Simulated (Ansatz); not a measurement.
## Electronic structure of SiO2 in real space

Input file:

```
crystal:
  lattice:
    - [6.91141994, 0.0, 0.0]
    - [0.0, 6.91141994, 0.0]
    - [0.0, 0.0, 6.41851438]
  atoms:
    - { symbol: Si, position: [0.26963233, 0.0, 0.11936938] }
    - { symbol: Si, position: [0.0, 0.73036767, 0.88063062] }
    - { symbol: Si, position: [0.0, 0.26963233, 0.88063062] }
    - { symbol: Si, position: [0.73036767, 0.0, 0.11936938] }
    - { symbol: Si, position: [0.0, 0.0, 0.5] }
    - { symbol: O, position: [0.19170935, 0.0, 0.35642564] }
    - { symbol: O, position: [0.0, 0.80829065, 0.64357436] }
    - { symbol: O, position: [0.0, 0.19170935, 0.64357436] }
    - { symbol: O, position: [0.80829065, 0.0, 0.35642564] }
    - { symbol: O, position: [0.19112067, 0.19112067, 0.0] }
    - { symbol: O, position: [0.19112067, 0.80887933, 0.0] }
    - { symbol: O, position: [0.80887933, 0.19112067, 0.0] }
    - { symbol: O, position: [0.80887933, 0.80887933, 0.0] }
    - { symbol: O, position: [0.5, 0.0, 0.12049956] }
    - { symbol: O, position: [0.0, 0.5, 0.87950044] }
basis:
  ecutwfc: 500
kpoints:
  mp_grid: { grid: [4, 4, 4] }
hamiltonian:
  xc: r2scan
scf:
  occupations: { method: gaussian, width: 0.02 }
output:
  forces: true
  stress: true
  eigenvalues: true
  write_density: true
  write_potential: true
  elf: true
  volumetric_format: npy
relax:
  adjacent_minimum: "off"
  f_tol: 0.01
  max_steps: 40
```

Launched as:

```sh
ansatz run input.yaml --threads 4 --pin off --max-ram 10240MiB --backend cpu --events-out ev --progress --plain --runs-dir out
```

Below, planes, directions and counts refer to the conventional cell (a = 6.91 Å, b = 6.91 Å, c = 6.42 Å, α = 90.00°, β = 90.00°, γ = 90.00°).

Space group P-4m2; a structure from a database of computed crystals, not necessarily the ambient phase.

All numbers below come from DFT r2SCAN, scalar-relativistic, plane waves, PAW (Ansatz 0.2.0).

The density is the valence pseudo-density of a PAW calculation; it isn't the true density close to the nuclei.

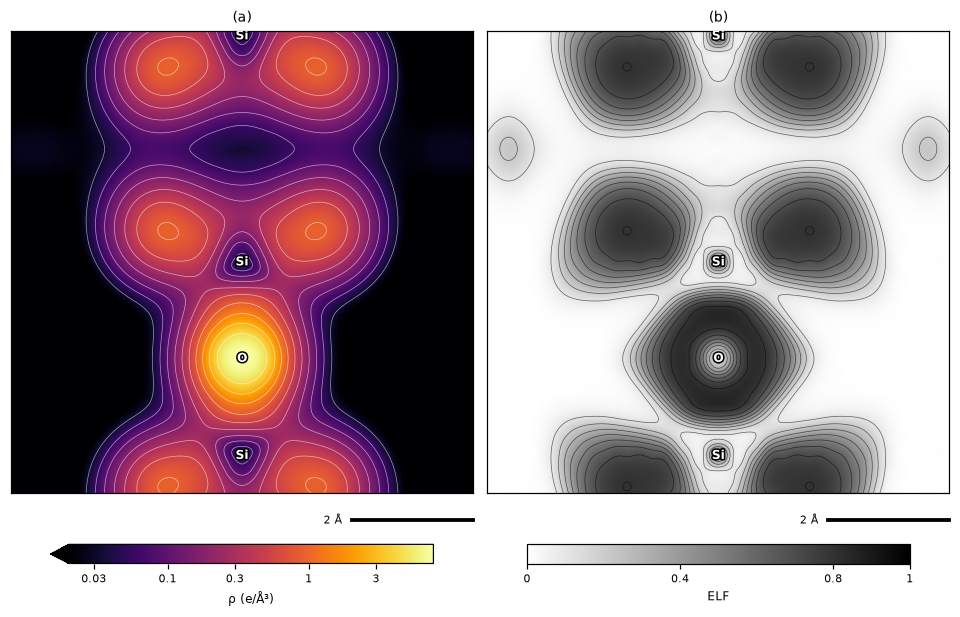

Figure 1. (a) valence electron density; (b) ELF on the (001) plane of the conventional cell.

Q: Read the bonding off the picture.

A: Atoms in the plane: Si and O. Atoms just off the plane (O, 0.8 Å away) can leave unmarked features too. Si–O (1.59 Å): the density is about 1.3 e/Å³ at the midpoint; the ELF peaks at about 0.85 between the atoms; a polar covalent bond. The density dies away to nearly zero in the voids. The ELF also peaks beside O, away from the bonds: lone-pair regions.

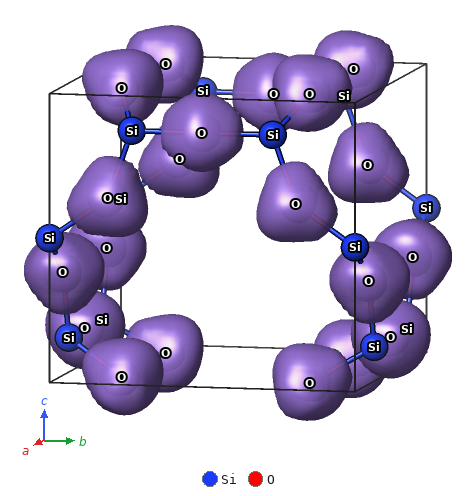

Figure 2. Isosurface of the ELF at 0.75 (purple), seen slightly off an axis. Only the valence region is drawn (cores and ρ < 0.01 e/Å³ removed). Sticks mark near contacts.

Q: Describe the localisation domains.

A: At this value the surface marks out ten regions on O in which the atom's valence shell and bonds are merged, counted in one cell of 15 atoms. Regions shared between cells count once.

Q: Does the calculation give a band gap?

A: It is gapped, with a Kohn–Sham gap of 6.4 eV on the k-point mesh, an upper bound to the gap of this method.
